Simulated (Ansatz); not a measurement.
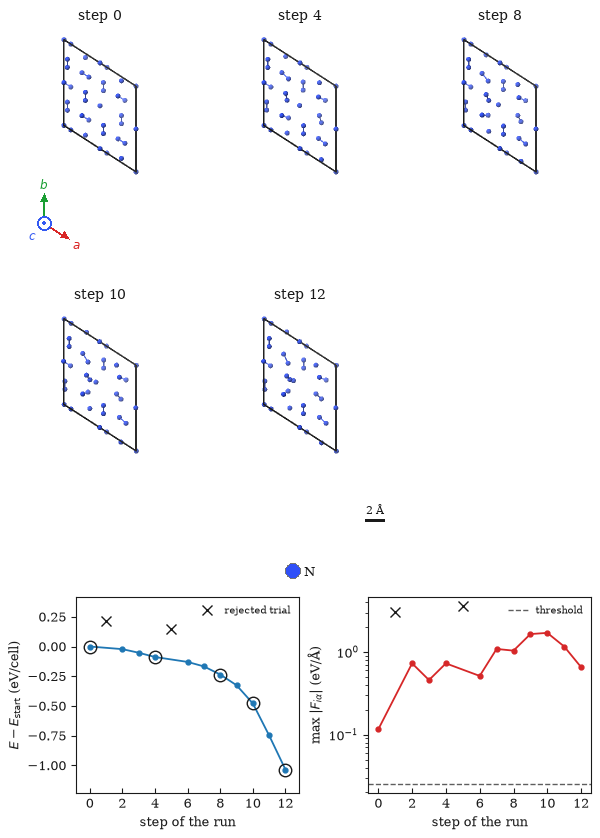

Frames of a relaxation of a defect cell of composition N (cell charge +1), marked on the history of the run. Style: ball-and-stick. Shown: the cell of the calculation (origin shifted), along the c axis.

Case: N vacancy (site f), charge +1, atoms relaxed at the host's cell.

Theory: DFT PBE+D3(BJ), scalar-relativistic, plane waves, PAW in Ansatz 0.2.0.

Input file:
```yaml
crystal:
  lattice:
    - [0.0, -8.1886406043, 5.3249595272]
    - [0.0, 8.1886406043, 5.3249595272]
    - [-8.1886406043, 0.0, -5.3249595272]
  atoms:
    - { symbol: "N", position: [0.7975642504, 0.25, 0.0475642504] }
    - { symbol: "N", position: [0.2975642504, 0.75, 0.0475642504] }
    - { symbol: "N", position: [0.5475642504, 0.5, 0.0475642504] }
    - { symbol: "N", position: [0.2975642504, 0.25, 0.5475642504] }
    - { symbol: "N", position: [0.5475642504, 0.0, 0.5475642504] }
    - { symbol: "N", position: [0.0475642504, 0.5, 0.5475642504] }
    - { symbol: "N", position: [0.7975642504, 0.75, 0.5475642504] }
    - { symbol: "N", position: [0.5, 0.2024357496, 0.2024357496] }
    - { symbol: "N", position: [0.25, 0.4524357496, 0.2024357496] }
    - { symbol: "N", position: [0.75, 0.9524357496, 0.2024357496] }
    - { symbol: "N", position: [0.0, 0.7024357496, 0.2024357496] }
    - { symbol: "N", position: [0.75, 0.4524357496, 0.7024357496] }
    - { symbol: "N", position: [0.0, 0.2024357496, 0.7024357496] }
    - { symbol: "N", position: [0.5, 0.7024357496, 0.7024357496] }
    - { symbol: "N", position: [0.25, 0.9524357496, 0.7024357496] }
    - { symbol: "N", position: [0.4524357496, 0.0, 0.4524357496] }
    - { symbol: "N", position: [0.2024357496, 0.25, 0.4524357496] }
    - { symbol: "N", position: [0.7024357496, 0.75, 0.4524357496] }
    - { symbol: "N", position: [0.9524357496, 0.5, 0.4524357496] }
    - { symbol: "N", position: [0.7024357496, 0.25, 0.9524357496] }
    - { symbol: "N", position: [0.9524357496, 0.0, 0.9524357496], spin: 2.0 }
    - { symbol: "N", position: [0.4524357496, 0.5, 0.9524357496] }
    - { symbol: "N", position: [0.2024357496, 0.75, 0.9524357496] }
    - { symbol: "N", position: [0.5, 0.2975642504, 0.2975642504] }
    - { symbol: "N", position: [0.25, 0.5475642504, 0.2975642504] }
    - { symbol: "N", position: [0.75, 0.0475642504, 0.2975642504] }
    - { symbol: "N", position: [0.0, 0.7975642504, 0.2975642504] }
    - { symbol: "N", position: [0.75, 0.5475642504, 0.7975642504] }
    - { symbol: "N", position: [0.0, 0.2975642504, 0.7975642504] }
    - { symbol: "N", position: [0.5, 0.7975642504, 0.7975642504] }
    - { symbol: "N", position: [0.25, 0.0475642504, 0.7975642504] }
  host:
    lattice:
      - [4.0943203022, 0.0, 0.0]
      - [0.0, 4.0943203022, 0.0]
      - [0.0, 0.0, 5.3249595272]
    atoms:
      - { symbol: "N", position: [0.9048714992, 0.9048714992, 0.0] }
      - { symbol: "N", position: [0.5951285008, 0.4048714992, 0.5] }
      - { symbol: "N", position: [0.0951285008, 0.0951285008, 0.0] }
      - { symbol: "N", position: [0.4048714992, 0.5951285008, 0.5] }
total_charge: 1
basis:
  ecutwfc: 420
  xc_grid: 2
kpoints:
  mp_grid: { grid: [2, 2, 2], shift: [0.5, 0.5, 0.5] }
hamiltonian:
  xc: pbe
  dispersion: d3bj
scf:
  occupations: { method: gaussian, width: 0.01 }
output:
  forces: true
  stress: false
  eigenvalues: true
  populations: true
  charged_corrections:
    defect_position: [0.04756425, 0.0, 0.04756425]
    epsilon: [[1.6577, 0.0, 0.0], [0.0, 1.6577, 0.0], [0.0, 0.0, 1.5184]]
  write_density: true
  write_potential: true
  elf: true
  volumetric_format: npy
magnetization:
  spin_polarized: true
relax:
  adjacent_minimum: "off"
  f_tol: 0.025
  max_steps: 45
```

Command:
```bash
ansatz run input.yaml --threads 4 --pin off --max-ram 6144MiB --backend cpu --events-out ev --progress --plain --runs-dir out
```

Describe the path.

The run was cut off at its time limit before the relaxation converged, so the last structure is only a point on the way. N21 moves most: 1.05 Å along [−1 0 −1]. The cell stays as it was. After 10 accepted moves (12 points after the start) the energy has fallen by 1.034 eV per cell of the calculation. Largest force component: 0.12 eV/Å at the start, 0.65 eV/Å at the end. The line search rejected the trial steps at points 1, 5 of the run. From step 0 to 4: N atoms move most (0.31 Å), energy −88.2 meV per cell of the calculation. From step 4 to 8: N atoms move most (0.34 Å), energy −0.147 eV per cell of the calculation. From step 8 to 10: N21 moves most (0.39 Å), energy −0.243 eV per cell of the calculation. From step 10 to 12: N21 moves most (0.39 Å), energy −0.556 eV per cell of the calculation.

Limits of the set-up: the cell is charged, on a uniform background, and energies carry no finite-size correction.
